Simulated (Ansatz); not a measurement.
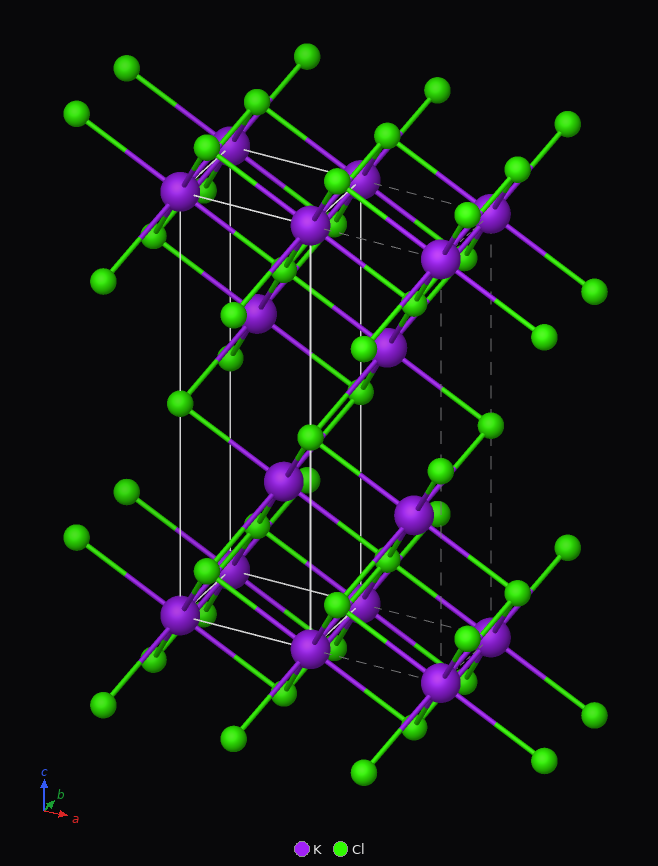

Shown here is a ball-and-stick view of the crystal, taken slightly off an axis. One conventional unit cell is drawn solid; the view covers 2×1×1 cells. Some neighbours outside the box are added.

KCl, space group R-3m (No. 166), a = 4.54 Å, b = 4.54 Å, c = 10.67 Å, α = 90.00°, β = 90.00°, γ = 120.00°.

Electronic-structure method: G0W0 on PBE, plane waves, PAW in Ansatz 0.2.0. Parameters: plane-wave cutoff 420 eV, k-points about 0.43 Å⁻¹ apart, no spin polarisation.

**Metal or not?**

An insulator at this level, with a gap of 5.07 eV, direct.

The initial geometry was a structure type filled with these elements by a generator (whether the compound takes this form wasn't checked). Earlier steps of the study may have refined or changed the cell and positions. A calculation with Ansatz used it as input.
